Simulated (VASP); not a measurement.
**Run report: HfS$_{2}$, geometry relaxation (part 2 of 2)**

Continued. System: HfS$_{2}$ (P-3m1, 3 atoms in the cell). Method: Kohn-Sham DFT of a periodic cell, PBE with D3(BJ), VASP PAW PBE potentials, recommended, no spin polarisation (VASP 6.6.1); cutoff 600 eV, 9×9×5 k-mesh, Gaussian smearing of 0.03 eV. The structure derives from a Materials Project entry.

Geometry of the input (Å; fractional positions):
```
3.5968  -0.0000  0.0000
-1.7984  3.1150  0.0000
-0.0000  -0.0000  5.7700
Hf 0.0000  0.0000  0.0000
S  0.6667  0.3333  0.7478
S  0.3333  0.6667  0.2522
```

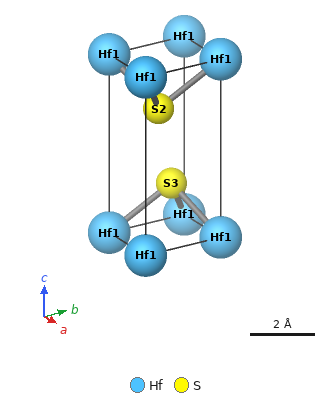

**Figure 1.** The geometry at step 2 of the log (ball-and-stick view of the cell of the calculation, seen slightly off an axis; atoms are numbered from 1 in the order of the input).

### Parts of OUTCAR, continued
```
  FORCE on cell =-STRESS in cart. coord.  units (eV):
  Direction    XX          YY          ZZ          XY          YZ          ZX
  --------------------------------------------------------------------------------------
  -------------------------------------------------------------------------------------
  Total       0.04501     0.04501    -0.01479     0.00000     0.00000     0.00000
  in kB       1.11543     1.11543    -0.36652     0.00000     0.00000     0.00000
  external pressure =        0.62 kB  Pullay stress =        0.00 kB

 VOLUME and BASIS-vectors are now :
 -----------------------------------------------------------------------------
  energy-cutoff  :      600.00
  volume of cell :       64.65
      direct lattice vectors                 reciprocal lattice vectors
     3.596839200  0.000000000  0.000000000     0.278021881  0.160516008  0.000000000
    -1.798419600  3.114954120  0.000000000     0.000000000  0.321032016  0.000000000
     0.000000000  0.000000000  5.770000627     0.000000000  0.000000000  0.173310206

 POSITION                                       TOTAL-FORCE (eV/Angst)
 -----------------------------------------------------------------------------------
      0.00000      0.00000      0.00000        -0.000000      0.000000      0.000000
      1.79842      1.03832      4.31506        -0.000000     -0.000000     -0.001371
     -0.00000      2.07664      1.45494         0.000000      0.000000      0.001371
 -----------------------------------------------------------------------------------
    total drift:                               -0.000000     -0.000000      0.000000

  FREE ENERGIE OF THE ION-ELECTRON SYSTEM (eV)
  ---------------------------------------------------
  free  energy   TOTEN  =       -23.8875275476 eV

  energy  without entropy=      -23.8875275476  energy(sigma->0) =      -23.88752755

--------------------------------------- Ionic step        2  -------------------------------------------

 number of electron      22.0000001 magnetization

------------------------ aborting loop because EDIFF is reached ----------------------------------------

 Edisp (eV)   -1.02605

 E8    (eV) :    -0.4427

  FORCE on cell =-STRESS in cart. coord.  units (eV):
  Direction    XX          YY          ZZ          XY          YZ          ZX
  --------------------------------------------------------------------------------------
  -------------------------------------------------------------------------------------
  Total      -0.02377    -0.02377    -0.04528    -0.00000     0.00000     0.00000
  in kB      -0.58834    -0.58834    -1.12073    -0.00000     0.00000     0.00000
  external pressure =       -0.77 kB  Pullay stress =        0.00 kB

 VOLUME and BASIS-vectors are now :
 -----------------------------------------------------------------------------
  energy-cutoff  :      600.00
  volume of cell :       64.73
      direct lattice vectors                 reciprocal lattice vectors
     3.599442431  0.000000000  0.000000000     0.277820807  0.160399918  0.000000000
    -1.799721216  3.117208585  0.000000000    -0.000000000  0.320799835 -0.000000000
    -0.000000000  0.000000000  5.768628409    -0.000000000 -0.000000000  0.173351433

 POSITION                                       TOTAL-FORCE (eV/Angst)
 -----------------------------------------------------------------------------------
      3.59944      0.00000      0.00000         0.000000      0.000000      0.000000
      1.79972      1.03907      4.31397        -0.000000      0.000000      0.010418
     -0.00000      2.07814      1.45466         0.000000     -0.000000     -0.010418
 -----------------------------------------------------------------------------------
    total drift:                               -0.000000     -0.000000      0.000000

  FREE ENERGIE OF THE ION-ELECTRON SYSTEM (eV)
  ---------------------------------------------------
  free  energy   TOTEN  =       -23.8875475969 eV

  energy  without entropy=      -23.8875475969  energy(sigma->0) =      -23.88754760

--------------------------------------- Ionic step        3  -------------------------------------------

 number of electron      22.0000001 magnetization

------------------------ aborting loop because EDIFF is reached ----------------------------------------

 Edisp (eV)   -1.02643

 E8    (eV) :    -0.4429

  FORCE on cell =-STRESS in cart. coord.  units (eV):
  Direction    XX          YY          ZZ          XY          YZ          ZX
  --------------------------------------------------------------------------------------
  -------------------------------------------------------------------------------------
  Total      -0.00522    -0.00522    -0.03655    -0.00000    -0.00000     0.00000
  in kB      -0.12925    -0.12925    -0.90500    -0.00000    -0.00000     0.00000
  external pressure =       -0.39 kB  Pullay stress =        0.00 kB

 VOLUME and BASIS-vectors are now :
 -----------------------------------------------------------------------------
  energy-cutoff  :      600.00
  volume of cell :       64.70
      direct lattice vectors                 reciprocal lattice vectors
     3.598684543  0.000000000  0.000000000     0.277879316  0.160433698  0.000000000
    -1.799342271  3.116552234  0.000000000    -0.000000000  0.320867396 -0.000000000
    -0.000000000  0.000000000  5.769027908    -0.000000000 -0.000000000  0.173339428

 POSITION                                       TOTAL-FORCE (eV/Angst)
 -----------------------------------------------------------------------------------
     -1.79934      3.11655      5.76903        -0.000000      0.000000      0.000000
      1.79934      1.03885      4.31428        -0.000000      0.000000      0.007078
     -0.00000      2.07770      1.45474         0.000000     -0.000000     -0.007078
 -----------------------------------------------------------------------------------
    total drift:                               -0.000000     -0.000000      0.000000

  FREE ENERGIE OF THE ION-ELECTRON SYSTEM (eV)
  ---------------------------------------------------
  free  energy   TOTEN  =       -23.8875511651 eV

  energy  without entropy=      -23.8875511651  energy(sigma->0) =      -23.88755117

--------------------------------------- Ionic step        4  -------------------------------------------

 number of electron      22.0000001 magnetization

 Free energy of the ion-electron system (eV)
  ---------------------------------------------------
  ext. energy  EPLUGINS =         0.00000000
  ---------------------------------------------------
  free energy    TOTEN  =       -22.86082399 eV

  energy without entropy =      -22.86082399  energy(sigma->0) =      -22.86082399

 E-fermi :   3.9397     XC(G=0):  -9.8495     alpha+bet :-10.4533

 val. band max:        3.7415656349   @ k =   0.0000   0.0000   0.0000
 cond. band min:       4.6501196354   @ k =   0.0000   0.4444   0.4000
 fundamental gap:      0.9085540005
 Fermi energy:         3.9397345462

 k-point     1 :       0.0000    0.0000    0.0000
  band No.  band energies     occupation
      1     -27.0805      2.00000
      2     -26.9625      2.00000
      3     -26.9625      2.00000
      4      -9.5893      2.00000
      5      -7.7689      2.00000
      6      -1.3304      2.00000
      7       0.8619      2.00000
      8       0.8619      2.00000
      9       3.5798      2.00000
     10       3.5798      2.00000
     11       3.7416      2.00000
     12       5.6281      0.00000
     13       5.6281      0.00000
     14       6.1773      0.00000
     15       8.9646      0.00000

 k-point     2 :       0.1111    0.0000    0.0000
  band No.  band energies     occupation
      1     -27.0757      2.00000
      2     -26.9876      2.00000
      3     -26.9681      2.00000
      4      -9.4419      2.00000
      5      -7.7938      2.00000
      6      -1.1448      2.00000
      7       0.6991      2.00000
      8       0.9369      2.00000
      9       2.6975      2.00000
     10       3.2331      2.00000
     11       3.7080      2.00000
     12       5.6141      0.00000
     13       6.0357      0.00000
     14       6.4033      0.00000
     15       8.6376      0.00000

 k-point     3 :       0.2222    0.0000    0.0000
  band No.  band energies     occupation
      1     -27.0639      2.00000
      2     -27.0500      2.00000
      3     -26.9823      2.00000
      4      -9.0453      2.00000
      5      -7.8553      2.00000
      6      -0.6473      2.00000
      7       0.4380      2.00000
      8       1.0977      2.00000
      9       1.2203      2.00000
     10       2.6921      2.00000
     11       3.2928      2.00000
     12       5.2955      0.00000
     13       6.7079      0.00000
     14       6.9249      0.00000
     15       9.0286      0.00000

 k-point     4 :       0.3333    0.0000    0.0000
  band No.  band energies     occupation
      1     -27.1215      2.00000
      2     -27.0488      2.00000
      3     -26.9985      2.00000
      4      -8.5516      2.00000
      5      -7.9072      2.00000
      6      -0.5138      2.00000
      7       0.2959      2.00000
      8       0.5842      2.00000
      9       1.1908      2.00000
     10       2.3645      2.00000
     11       2.4748      2.00000
     12       4.9708      0.00000
     13       7.2734      0.00000
     14       7.5309      0.00000
     15       9.6971      0.00000

 k-point     5 :       0.4444    0.0000    0.0000
  band No.  band energies     occupation
      1     -27.1668      2.00000
      2     -27.0396      2.00000
      3     -27.0089      2.00000
      4      -8.2532      2.00000
      5      -7.8628      2.00000
      6      -1.2044      2.00000
      7       0.6647      2.00000
      8       0.9432      2.00000
      9       1.1733      2.00000
     10       1.6858      2.00000
     11       2.2770      2.00000
     12       4.7940      0.00000
     13       7.6984      0.00000
     14       7.8487      0.00000
     15       9.7565      0.00000

 [... the levels of 18 k-points are left out ...]

 k-point    24 :      -0.1111    0.3333    0.2000
  band No.  band energies     occupation
      1     -27.0910      2.00000
      2     -27.0539      2.00000
      3     -27.0006      2.00000
      4      -8.6754      2.00000
      5      -7.9400      2.00000
      6      -0.4774      2.00000
      7       0.2298      2.00000
      8       0.7919      2.00000
      9       1.1508      2.00000
     10       2.1803      2.00000
     11       3.0773      2.00000
     12       5.4506      0.00000
     13       6.7138      0.00000
     14       7.7191      0.00000
     15       8.6321      0.00000

 [... further k-points ...]

------------------------ aborting loop because EDIFF is reached ----------------------------------------

 Edisp (eV)   -1.02674

 E8    (eV) :    -0.4430

  FORCE on cell =-STRESS in cart. coord.  units (eV):
  Direction    XX          YY          ZZ          XY          YZ          ZX
  --------------------------------------------------------------------------------------
  -------------------------------------------------------------------------------------
  Total       0.00188     0.00188     0.00082     0.00000    -0.00000    -0.00000
  in kB       0.04664     0.04664     0.02032     0.00000    -0.00000    -0.00000
  external pressure =        0.04 kB  Pullay stress =        0.00 kB

 VOLUME and BASIS-vectors are now :
 -----------------------------------------------------------------------------
  energy-cutoff  :      600.00
  volume of cell :       64.69
      direct lattice vectors                 reciprocal lattice vectors
     3.599361666  0.000000000  0.000000000     0.277827041  0.160403517  0.000000000
    -1.799680833  3.117138640  0.000000000    -0.000000000  0.320807033  0.000000000
     0.000000000 -0.000000000  5.765328250    -0.000000000 -0.000000000  0.173450662

 POSITION                                       TOTAL-FORCE (eV/Angst)
 -----------------------------------------------------------------------------------
      3.59936      0.00000      0.00000        -0.000000     -0.000000      0.000000
      1.79968      1.03905      4.31181        -0.000000      0.000000     -0.003491
     -0.00000      2.07809      1.45351         0.000000     -0.000000      0.003491
 -----------------------------------------------------------------------------------
    total drift:                                0.000000      0.000000      0.000000

  FREE ENERGIE OF THE ION-ELECTRON SYSTEM (eV)
  ---------------------------------------------------
  free  energy   TOTEN  =       -23.8875641289 eV

  energy  without entropy=      -23.8875641289  energy(sigma->0) =      -23.88756413

 reached required accuracy - stopping structural energy minimisation
```

### CONTCAR
```
HfS2
   1.00000000000000
     3.5993616658344845    0.0000000000000405    0.0000000000000000
    -1.7996808328671723    3.1171386399524867    0.0000000000000000
     0.0000000000000000   -0.0000000000000000    5.7653282496835052
  Hf              S
     1     2
Direct
     1.0000000000000000    0.0000000000000000    0.0000000000000000
     0.6666666699999979    0.3333333300000021    0.7478869574447561
     0.3333333300000021    0.6666666699999979    0.2521130425552440

  0.00000000E+00  0.00000000E+00  0.00000000E+00
  0.00000000E+00  0.00000000E+00  0.00000000E+00
  0.00000000E+00  0.00000000E+00  0.00000000E+00
```

### Trajectory as extended XYZ (Å, eV, eV/Å), 4 frames, from step=0 to step=3
```
3
Lattice="3.5968 0.0000 0.0000 -1.7984 3.1150 0.0000 0.0000 0.0000 5.7700" Properties=species:S:1:pos:R:3:forces:R:3 step=0 energy=-23.88753
Hf    0.0000    0.0000    0.0000    0.0000   0.0000   0.0000
S     1.7984    1.0383    4.3151    0.0000   0.0000  -0.0014
S     0.0000    2.0766    1.4549    0.0000   0.0000   0.0014
3
Lattice="3.5994 0.0000 0.0000 -1.7997 3.1172 0.0000 -0.0000 0.0000 5.7686" Properties=species:S:1:pos:R:3:forces:R:3 step=1 energy=-23.88755
Hf    3.5994    0.0000    0.0000    0.0000   0.0000   0.0000
S     1.7997    1.0391    4.3140    0.0000   0.0000   0.0104
S     0.0000    2.0781    1.4547    0.0000   0.0000  -0.0104
3
Lattice="3.5987 0.0000 0.0000 -1.7993 3.1166 0.0000 -0.0000 0.0000 5.7690" Properties=species:S:1:pos:R:3:forces:R:3 step=2 energy=-23.88755
Hf   -1.7993    3.1166    5.7690    0.0000   0.0000   0.0000
S     1.7993    1.0389    4.3143    0.0000   0.0000   0.0071
S     0.0000    2.0777    1.4547    0.0000   0.0000  -0.0071
3
Lattice="3.5994 0.0000 0.0000 -1.7997 3.1171 0.0000 0.0000 -0.0000 5.7653" Properties=species:S:1:pos:R:3:forces:R:3 step=3 energy=-23.88756
Hf    3.5994    0.0000    0.0000    0.0000   0.0000   0.0000
S     1.7997    1.0390    4.3118    0.0000   0.0000  -0.0035
S     0.0000    2.0781    1.4535    0.0000   0.0000   0.0035
```

### Key numbers

- outcome: converged
- space group (tolerance 0.01 Å): P-3m1 (164)
- electrons treated: 22
- free energy: −23.8876 eV
- dispersion energy: −1.0267 eV
- Fermi energy: 3.940 eV
- gap on the k-point mesh: 0.91 eV
- pressure: 0.00 GPa
- final volume: 64.69 Å³
- largest force (length of the vector) at the end: 0.003 eV/Å
- final cell: a = 3.599 Å, b = 3.599 Å, c = 5.765 Å, α = 90.00°, β = 90.00°, γ = 120.00°
- wall time: 59 s
- peak memory: 0.25 GiB

### Remarks

Spin–orbit coupling is left out, which matters for Hf.
